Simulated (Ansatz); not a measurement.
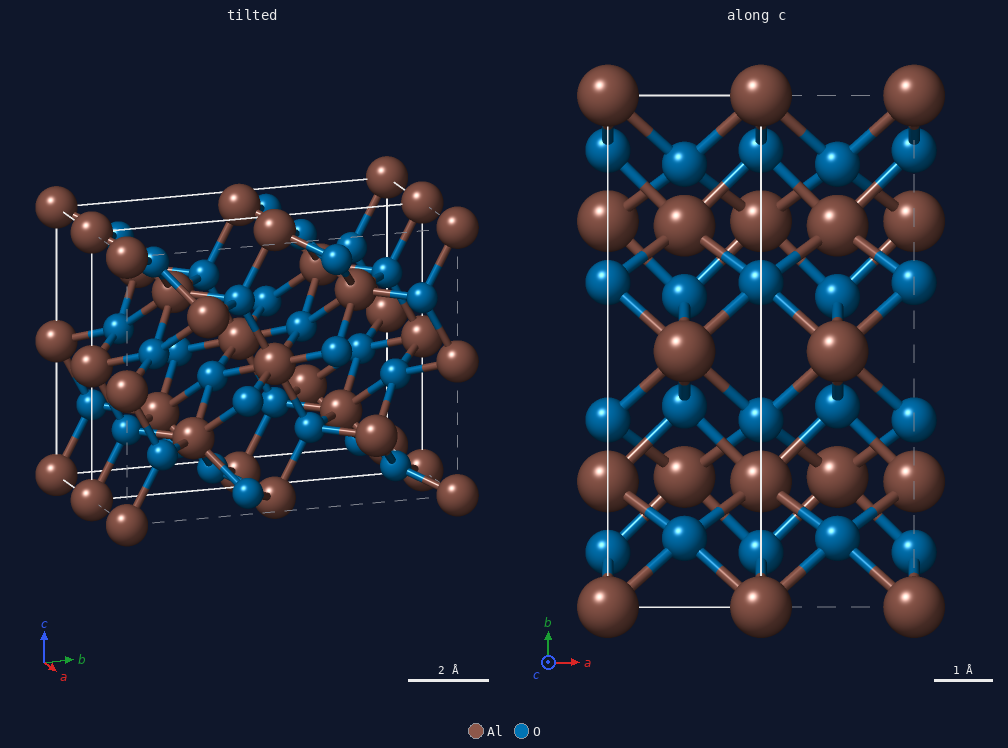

Ball-and-stick representation of a periodic structure, projected slightly off an axis and along the c axis. A 2×1×1 array of cells is drawn; the conventional unit cell has the solid edges.

Al₂O₃, space group Cmcm (No. 63), a = 2.65 Å, b = 8.85 Å, c = 6.98 Å, α = 90.00°, β = 90.00°, γ = 90.00°.

Run with Ansatz, DFT r2SCAN, scalar-relativistic, plane waves, PAW and these settings: an energy cutoff of 500 eV, k-points about 0.31 Å⁻¹ apart, Gaussian smearing of 0.05 eV, no spin polarisation.

What does the calculation say: metal or gapped?

An insulator at this level, with a gap of 5.58 eV on the k-mesh (the true edges may lie between mesh points, so the gap can be somewhat smaller).

Give the pressure and its sign.

The computed pressure is 0.0 GPa, close to zero.

The structure comes from a structure listed in the Materials Project. Earlier steps of the study, as a rule a relaxation of our own, may have changed the cell and positions, so they can lie some per cent off the listed ones. An electronic-structure calculation with Ansatz was run on it.
